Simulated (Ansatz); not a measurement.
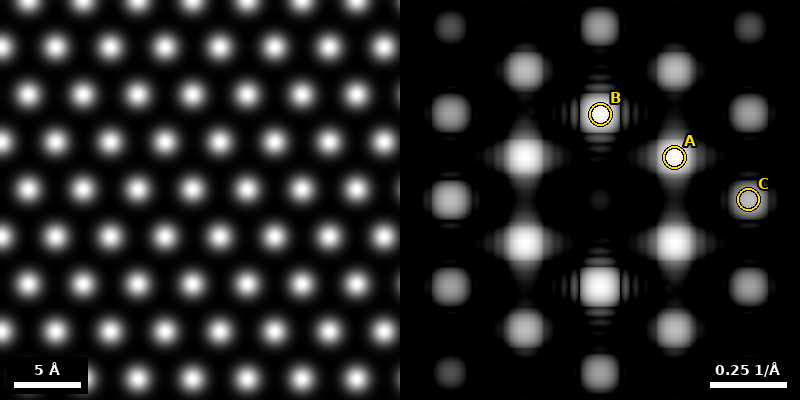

iDPC-like image of a crystal. Simulated as the projected potential of neutral atoms (B = 0.5 Å²) blurred by a 1.30 Å probe, the thin-sample limit of integrated differential phase contrast.

The right panel is the modulus of the image's Fourier transform on a logarithmic scale.

> Which lattice spacings do the marked spots stand for, and what angle do A and B enclose?

A: 3.6 Å, B: 3.6 Å, C: 2.1 Å; A and B enclose about 60°.

The crystal is Cs (Pm-3m, No. 221) along [111]; the spots are (0 -1 1), (1 -1 0) and (-1 -1 2). Structure used: coordinates from a relaxation with DFT, r2SCAN, plane waves (500 eV) with PAW, scalar-relativistic (Ansatz 0.2.0); the starting structure was generated, so it need not be a known form of this composition.
